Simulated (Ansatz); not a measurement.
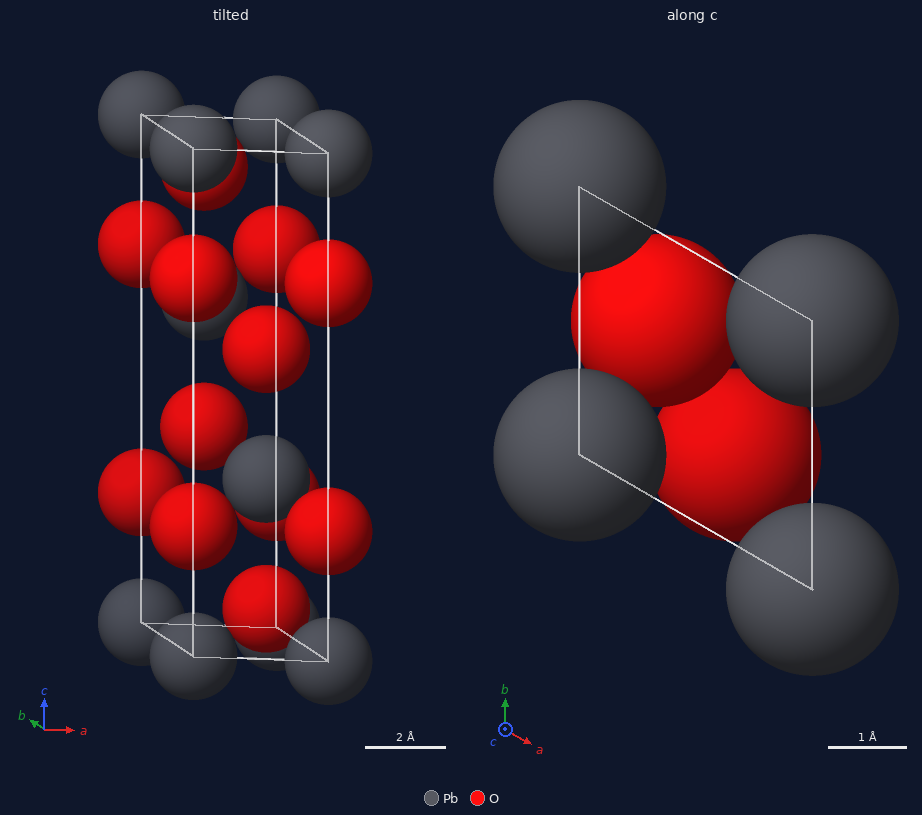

Space-filling representation of a periodic structure, projected slightly off an axis and along the c axis. The conventional unit cell is drawn as a box.

PbO₂, space group R-3m (No. 166), a = 3.446 Å, b = 3.446 Å, c = 13.344 Å, α = 90.00°, β = 90.00°, γ = 120.00°. Starting structure: a structure type filled with these elements by a generator (whether the compound takes this form wasn't checked). Earlier steps of the study, as a rule a relaxation of our own, may have changed the cell and positions, so they can lie some per cent off the listed ones. A calculation with Ansatz used it as input.

This one geometry was computed with Ansatz (DFT, plane waves, PAW) at three levels of theory: PBE, PBE with spin-orbit coupling and r2SCAN.

Question: Which level gives the highest pressure at this volume, and what does that say about its equilibrium volume?

Answer: Highest: PBE (0.0 GPa) and PBE with spin-orbit coupling (-0.3 GPa), which points to the largest equilibrium volume. Lowest, with the smallest volume: r2SCAN (-5.8 GPa). Levels within 0.5 GPa of each other can't be told apart.

Question: How does the band gap change with the level of theory?

Answer: PBE: a gap of 0.13 eV, indirect; PBE with spin-orbit coupling: a gap of 0.16 eV on the k-mesh; r2SCAN: a gap of 0.36 eV on the k-mesh.

Question: Collect the results in a table.

Answer:
| level | cutoff (eV) | k-mesh of the run's cell | gap (eV) | pressure (GPa) |
| --- | --- | --- | --- | --- |
| PBE | 420 | 12×12×12 | 0.13 | 0.0 |
| PBE with spin-orbit coupling | 420 | 12×12×12 | 0.16 | -0.3 |
| r2SCAN | 500 | 12×12×12 | 0.36 | -5.8 |

Gaps are taken on the k-mesh or band path of each run.
